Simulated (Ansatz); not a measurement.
Geometry relaxation of Mg

Mg (Fm-3m, 1 atom in the cell), computed with DFT PBEsol, scalar-relativistic, plane waves, PAW, no spin polarisation (Ansatz 0.2.0).

The structure was made by swapping elements on the sites of another compound; it need not be a known phase. It belongs to a series of runs on one base structure; here: Cu -> Mg on all its sites, cell and atoms relaxed. Figures and captions count atoms from 1; the log counts them from 0 in places.

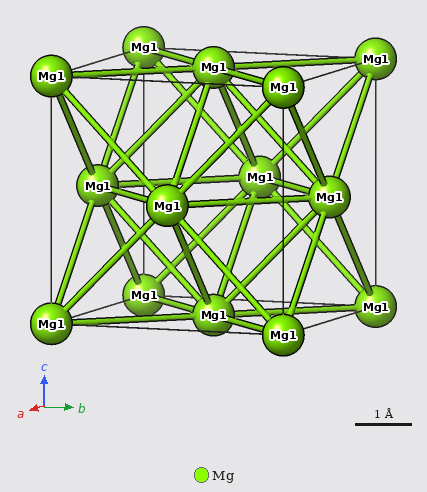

The starting structure (ball-and-stick view of the cell 4 times as large as that of the calculation, set on its symmetry axes, seen slightly off an axis; atoms are numbered from 1 in the order of the input).

The input
```yaml
crystal:
  lattice:
    - [0.0, 2.2375235059, 2.2375235059]
    - [2.2375235059, 0.0, 2.2375235059]
    - [2.2375235059, 2.2375235059, 0.0]
  atoms:
    - { symbol: Mg, position: [0.0, 0.0, 0.0] }
basis:
  ecutwfc: 420
kpoints:
  mp_grid: { grid: [16, 16, 16] }
hamiltonian:
  xc: pbesol
scf:
  occupations: { method: gaussian, width: 0.1 }
output:
  forces: true
  stress: true
  eigenvalues: true
relax:
  adjacent_minimum: "off"
  f_tol: 0.01
  max_steps: 60
  cell: { stress_tol: 0.1 }
```

Launched with:
```bash
ansatz run input.yaml --threads 1 --pin off --max-ram 2560MiB --backend cpu --events-out ev --progress --plain --runs-dir out
```

What the program printed
```
Engine: ansatz 0.2.0, x86_64-unknown-linux-gnu
Pseudopotentials: kind: paw
Pseudopotential: Mg, paw, valence charge 10, recommended cutoff 420 eV (normal), Mg.paw.azcp
Functional definition: PBEsol
  exchange = pbesol_x
  correlation = pbesol_c
Crystal: 1 atoms, lattice volume = 22.404 Å³
Basis set: ecut = 420 eV, 411 PW (Γ), exchange–correlation on 48×48×48 points (8 copies of the dense FFT grid, shifted against one another)
Bands: 9, of which v1, the nominal top of the filled ones, is band 5 counted from 1 (4 counted from 0)
Symmetry: 48 space group operations
Space group: Fm-3m (ITA 225), of the structure as read, at distance tolerance 2.8e-5 Å
k-points: 145 of 4096
Non-local potential: Mg, projectors of the file, l = 0: 3, l = 1: 2, l = 2: 1
PAW form: soft (Blöchl's): semilocal exchange-correlation on the pseudo side does not see the compensation charge
PAW frozen core: Mg, regenerated for the run's functional, and the local potential with it (the file was generated under x = pbe(κ = 0.804, μ = 0.2195149727645171), c = pbe(β = 0.06672455060314922))
PAW one-centre angular grid: Mg, 110 points (default); XC on 64 Gauss nodes
Initial density: superposition of atomic densities (neutral atoms: chi_scale 0, normalization atom), corrected by the library's trained network
Initial wavefunctions: pseudopotential atomic-orbital guess
Functional: x = pbesol(κ = 0.804, μ = 0.12345679012345678), c = pbesol(β = 0.046)
SCF iter   1: F=—  HF=-1912.037369 eV  |F-HF|=—  |Δ(HF+E_count)|=         —  Δρ=2.08e-3  dr2=3.79e-4  ethr=1.77e-3  ⟨swp⟩=5.3  Hψ=9079  notcnv=0
preconditioner: auto → none  [metal: Δε(μ)=0.029 eV  Ē_g=10.035 eV  σ=0.100 eV  W_gap=0.16  n_scr=0 (ndim 8)  ℏωp=11.1 eV  f_vac=0.000  D(μ)=0.58/eV (n_scr^D=0)]
SCF iter   2: F=—  HF=-1912.036945 eV  |F-HF|=—  |Δ(HF+E_count)|=   4.24e-4  Δρ=5.66e-4  dr2=2.92e-5  ethr=3.79e-6  ⟨swp⟩=2.1  Hψ=3178  notcnv=0
SCF iter   3: F=—  HF=-1912.036925 eV  |F-HF|=—  |Δ(HF+E_count)|=   2.02e-5  Δρ=9.28e-5  dr2=7.86e-7  ethr=2.92e-7  ⟨swp⟩=2.0  Hψ=2027  notcnv=0
iter 4 did not close the SCF: its close was put off for the readings that it lacked (scf_convergence_deferred on its scf_iter line)
SCF iter   4: F=-1912.036926 eV  HF=-1912.036926 eV  |F-HF|=1.48e-8  |Δ(HF+E_count)|=   9.99e-7  Δρ=1.62e-5  dr2=3.04e-8  ethr=7.86e-9  ⟨swp⟩=2.9  Hψ=2011  notcnv=0
iter 5 did not close the SCF: its close was put off for the readings that it lacked (scf_convergence_deferred on its scf_iter line)
SCF iter   5: F=-1912.036926 eV  HF=-1912.036926 eV  |F-HF|=6.41e-10  |Δ(HF+E_count)|=   3.87e-9  Δρ=2.50e-6  dr2=8.86e-10  ethr=3.04e-10  ⟨swp⟩=2.1  Hψ=1913  notcnv=0
SCF iter   6: F=-1912.036926 eV  HF=-1912.036926 eV  |F-HF|=4.55e-12  |Δ(HF+E_count)|=  4.43e-10  Δρ=1.97e-7  dr2=5.19e-12  ethr=8.86e-12  ⟨swp⟩=2.0  Hψ=4341  notcnv=0
SCF 1 converged in 6 iterations: F = -1912.036926 eV  dr2 = 5.19e-12
  greatest PAW one-centre occupation: 1.000 electrons in one spin orbital (limit 2), on the Mg atom at site 0 (counted from 0), in its partial waves of l = 0
relax step   1: F+E_penalty+E_count = -1912.03692562 eV  Δ(F+E_penalty+E_count) = +0.000e0 eV  max|allowed force component| = 0.000e0 eV/Å  Δτ_max = 0.0000 Å  P = +0.461 GPa  Ω = 22.404 Å³  (6 SCF iters, dr2 threshold 1.00e-7 eV, accepted)
Crystal: 1 atoms, lattice volume = 22.618 Å³
Basis set: ecut = 420 eV, 459 PW (Γ), exchange–correlation on 48×48×48 points (8 copies of the dense FFT grid, shifted against one another)
Initial density: handed on by an earlier stage of this run
Initial wavefunctions: those handed on with the density
iter 1 solved again at ethr=1.05e-8 eV; its pass at ethr=3.10e-3 eV (dr2=1.05e-6 eV) is discarded
SCF iter   1: F=—  HF=-1912.037300 eV  |F-HF|=—  |Δ(HF+E_count)|=         —  Δρ=7.14e-5  dr2=1.28e-6  ethr=1.05e-8  ⟨swp⟩=3.4  Hψ=12342  notcnv=0
preconditioner: auto → none  [metal: Δε(μ)=0.032 eV  Ē_g=9.973 eV  σ=0.100 eV  W_gap=0.17  n_scr=0 (ndim 8)  ℏωp=11.0 eV  f_vac=0.000  D(μ)=0.57/eV (n_scr^D=0)]
SCF iter   2: F=—  HF=-1912.037297 eV  |F-HF|=—  |Δ(HF+E_count)|=   3.00e-6  Δρ=3.44e-5  dr2=2.79e-7  ethr=1.05e-8  ⟨swp⟩=1.6  Hψ=1471  notcnv=0
SCF iter   3: F=-1912.037296 eV  HF=-1912.037296 eV  |F-HF|=1.35e-10  |Δ(HF+E_count)|=   4.80e-7  Δρ=5.86e-7  dr2=7.78e-11  ethr=1.00e-9  ⟨swp⟩=4.9  Hψ=6097  notcnv=0
SCF 2 converged in 3 iterations: F = -1912.037296 eV  dr2 = 7.78e-11
relax step   2: F+E_penalty+E_count = -1912.03729620 eV  Δ(F+E_penalty+E_count) = -3.706e-4 eV  max|allowed force component| = 0.000e0 eV/Å  Δτ_max = 0.0000 Å  P = +0.103 GPa  Ω = 22.618 Å³  energy of the carried Pulay correction = -3.156e-6 eV  (3 SCF iters, dr2 threshold 1.00e-7 eV, accepted)
Crystal: 1 atoms, lattice volume = 22.680 Å³
iter 1 solved again at ethr=8.07e-10 eV; its pass at ethr=3.10e-3 eV (dr2=8.07e-8 eV) is discarded
SCF iter   1: F=—  HF=-1912.037317 eV  |F-HF|=—  |Δ(HF+E_count)|=         —  Δρ=2.01e-5  dr2=9.90e-8  ethr=8.07e-10  ⟨swp⟩=3.4  Hψ=12374  notcnv=0
preconditioner: auto → none  [metal: Δε(μ)=0.032 eV  Ē_g=9.956 eV  σ=0.100 eV  W_gap=0.18  n_scr=0 (ndim 8)  ℏωp=11.0 eV  f_vac=0.000  D(μ)=0.57/eV (n_scr^D=0)]
SCF iter   2: F=—  HF=-1912.037316 eV  |F-HF|=—  |Δ(HF+E_count)|=   1.44e-6  Δρ=9.85e-6  dr2=2.22e-8  ethr=2.67e-10  ⟨swp⟩=2.4  Hψ=4248  notcnv=0
SCF iter   3: F=-1912.037316 eV  HF=-1912.037316 eV  |F-HF|=2.39e-11  |Δ(HF+E_count)|=   3.96e-8  Δρ=2.39e-7  dr2=1.43e-11  ethr=2.22e-10  ⟨swp⟩=4.1  Hψ=3884  notcnv=0
SCF 3 converged in 3 iterations: F = -1912.037316 eV  dr2 = 1.43e-11
relax step   3: F+E_penalty+E_count = -1912.03731572 eV  Δ(F+E_penalty+E_count) = -1.952e-5 eV  max|allowed force component| = 0.000e0 eV/Å  Δτ_max = 0.0000 Å  P = +0.002 GPa  Ω = 22.680 Å³  energy of the carried Pulay correction = -4.075e-6 eV  (3 SCF iters, dr2 threshold 2.67e-8 eV, accepted)
Initial wavefunctions: pseudopotential atomic-orbital guess (no wavefunctions were taken with the density)
iter 1 solved again at ethr=1.56e-8 eV; its pass at ethr=3.10e-3 eV (dr2=1.56e-6 eV) is discarded
SCF iter   1: F=—  HF=-1912.037322 eV  |F-HF|=—  |Δ(HF+E_count)|=         —  Δρ=4.01e-5  dr2=7.64e-9  ethr=1.56e-8  ⟨swp⟩=3.6  Hψ=12918  notcnv=0
SCF iter   2: F=—  HF=-1912.037320 eV  |F-HF|=—  |Δ(HF+E_count)|=   2.32e-6  Δρ=2.00e-5  dr2=1.89e-9  ethr=7.64e-11  ⟨swp⟩=1.7  Hψ=1580  notcnv=0
SCF iter   3: F=-1912.037319 eV  HF=-1912.037319 eV  |F-HF|=3.14e-11  |Δ(HF+E_count)|=   3.39e-7  Δρ=2.62e-7  dr2=4.09e-12  ethr=1.00e-12  ⟨swp⟩=4.2  Hψ=5565  notcnv=0
SCF 4 converged in 3 iterations: F = -1912.037319 eV  dr2 = 4.09e-12
relax step   4: F+E_penalty+E_count = -1912.03731923 eV  Δ(F+E_penalty+E_count) = -3.512e-6 eV  max|allowed force component| = 0.000e0 eV/Å  Δτ_max = 0.0000 Å  P = +0.002 GPa  Ω = 22.680 Å³  stress off target by 1.62e-3 GPa  SCF on the basis re-selected at this cell (its energy is not comparable with the rows above)  (3 SCF iters)
```

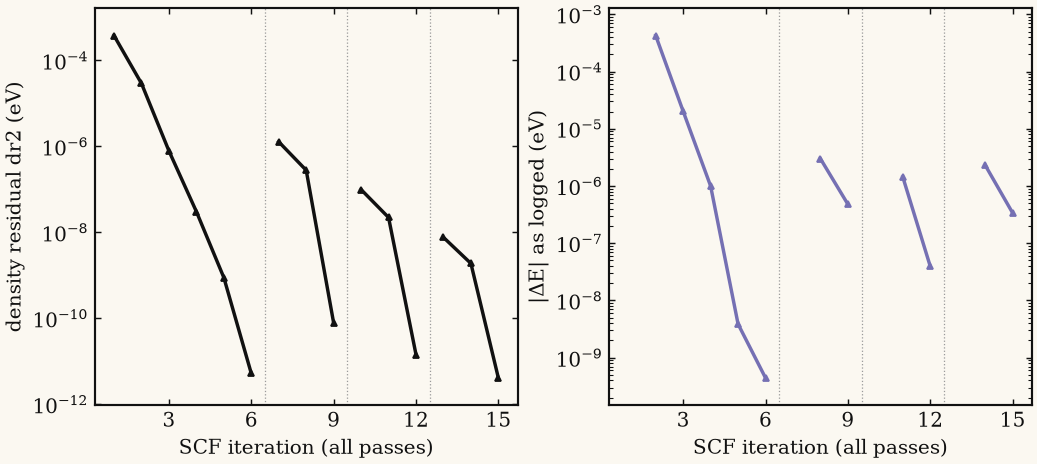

Convergence of the self-consistent field: density residual dr2 and size of the energy change against the SCF iteration. The dotted lines part the SCF passes of the relaxation: geometry steps, rejected trials and re-solves on a re-selected basis. The passes take 6, 3, 3 and 3 iterations.

```
basis re-selected at this cell: Δ(F+E_penalty+E_count) = -3.512e-6 eV, ΔP = -0.000 GPa vs the last step (what re-selecting the basis moved, of the pressure what is left beyond the Pulay correction that the steps carried, after the strain that the cell walked since its last selection, with what the two solves' SCF thresholds leave and, on support functions, any second-order correction that the steps lacked; it is no measure of the basis error at this ecutwfc). This SCF's stress stands 1.62e-3 GPa from its target on what of the cell is left free (relax.cell.stress_tol is 1.00e-1 GPa) and its largest allowed force component is 0.00e0 eV/Å (relax.f_tol is 1.00e-2 eV/Å): within both
SCF converged after 3 iterations
Free energy (F): -1912.037319 eV
Harris-Foulkes:  -1912.037319 eV  (|F-HF|=3.14e-11)
Internal energy: -1912.034475 eV  (E = F + TS)
E sigma→0 (E₀):  -1912.035897 eV
Entropy (-TS):   -0.002844 eV (-2.844 meV/atom)
Fermi energy:    5.683016 eV
--- Per-component energies (eV) ---
  E_band       = -355.103432
  E_kinetic    = 74.938134
  E_local      = -1615.667731  (includes V_loc(G=0)·N_el)
  E_nonlocal   = 96.408018
  E_hartree    = 576.322739
  E_xc         = -28.150331
  E_vxc        = -36.497280  (∫ρ·V_xc dr)
  E_paw        = -281.295960  (= ΣΔE_a)
  E_vpaw       = -26.930138  (= ΣTr[D̂ρ^β])
  E_aug_tail   = -0.000002  (compensation charges beyond the density's cutoff)
  E_ewald      = -734.648205
  E_core_change = 0.058862  (= ΣΔE_core)
  E_smearing   = -0.002844  (= −TS)
  E_closure    = -0.000000  (closes the sum)
  Σ components = -1912.037319   (vs F -1912.037319, Δ=0.00e0)
--- Forces (eV/Å), atoms counted from 1 ---
  atom   1  Mg     0.00000000    -0.00000000    -0.00000000
  max |Σ_I F_I| component: 9.86e-32 eV/Å
--- Stress (GPa, compression-positive) ---
        0.001620       0.000000       0.000000
        0.000000       0.001620       0.000000
        0.000000       0.000000       0.001620
  P = ⅓ Tr σ = 0.0016 GPa (0.016 kbar)
--- Band table (eV; the first three rows and the last of 145) ---
  k-point 0: bands = ["-69.9227", "-36.8471", "-36.8471", "-36.8471", "-1.2764", "18.1301", "18.1301", "18.1301", "20.1124"]
  k-point 1: bands = ["-69.9226", "-36.8484", "-36.8473", "-36.8473", "-1.1886", "16.7268", "17.9255", "17.9255", "20.1252"]
  k-point 2: bands = ["-69.9222", "-36.8521", "-36.8478", "-36.8478", "-0.9256", "14.6632", "17.5443", "17.5443", "19.8514"]
  k-point 144: bands = ["-69.9186", "-36.8697", "-36.8697", "-36.8602", "7.1461", "7.1461", "7.6651", "9.2834", "20.8125"]
--- Relaxed structure (3 steps of the walk, 3 accepted, 1 SCFs on fresh bases) ---
  F+E_penalty+E_count = -1912.03731923 eV   max|allowed force component| = 0.000e0 eV/Å   (the final SCF, on the basis selected at the relaxed cell)
  cell:  # Å, volume = 22.6802 Å³
    - [-1.0742079242788084e-33, 2.246666772544014, 2.246666772544014]
    - [2.246666772544014, -7.388289447698607e-34, 2.246666772544014]
    - [2.246666772544014, 2.246666772544014, -3.6085583967342594e-34]
  atoms:
    - { symbol: Mg, position: [0.0, 0.0, 0.0] }
```

Trajectory as extended XYZ (Å, eV, eV/Å), 4 frames, from step=1 to step=4
```
1
Lattice="0.0000 2.2375 2.2375 2.2375 0.0000 2.2375 2.2375 2.2375 0.0000" Properties=species:S:1:pos:R:3:forces:R:3 step=1 energy=-1912.03693 pressure_GPa=0.46
Mg    0.0000    0.0000    0.0000    0.0000   0.0000   0.0000
1
Lattice="0.0000 2.2446 2.2446 2.2446 0.0000 2.2446 2.2446 2.2446 0.0000" Properties=species:S:1:pos:R:3:forces:R:3 step=2 energy=-1912.03730 pressure_GPa=0.10
Mg    0.0000    0.0000    0.0000    0.0000   0.0000   0.0000
1
Lattice="0.0000 2.2467 2.2467 2.2467 0.0000 2.2467 2.2467 2.2467 0.0000" Properties=species:S:1:pos:R:3:forces:R:3 step=3 energy=-1912.03732 pressure_GPa=0.00
Mg    0.0000    0.0000    0.0000    0.0000   0.0000   0.0000
1
Lattice="0.0000 2.2467 2.2467 2.2467 0.0000 2.2467 2.2467 2.2467 0.0000" Properties=species:S:1:pos:R:3:forces:R:3 step=4 energy=-1912.03732 pressure_GPa=0.00
Mg    0.0000    0.0000    0.0000    0.0000   0.0000   0.0000
```

Key numbers

| quantity | value |
| --- | --- |
| outcome | converged |
| space group (tolerance 0.01 Å) | Fm-3m (225) |
| electrons treated | 10 |
| free energy | −1912.0373 eV |
| Fermi energy | 5.683 eV |
| gap on the k-point mesh | none (metallic) |
| pressure | 0.00 GPa |
| final volume | 22.68 Å³ |
| largest force (length of the vector) at the end | under 0.001 eV/Å |
| final cell | a = 3.177 Å, b = 3.177 Å, c = 3.177 Å, α = 60.00°, β = 60.00°, γ = 60.00° |
| hardware | 1 thread of Intel Xeon (Granite Rapids), 176 GiB of memory available, shared host |
| wall time | 5 s |
| peak memory | 0.32 GiB |
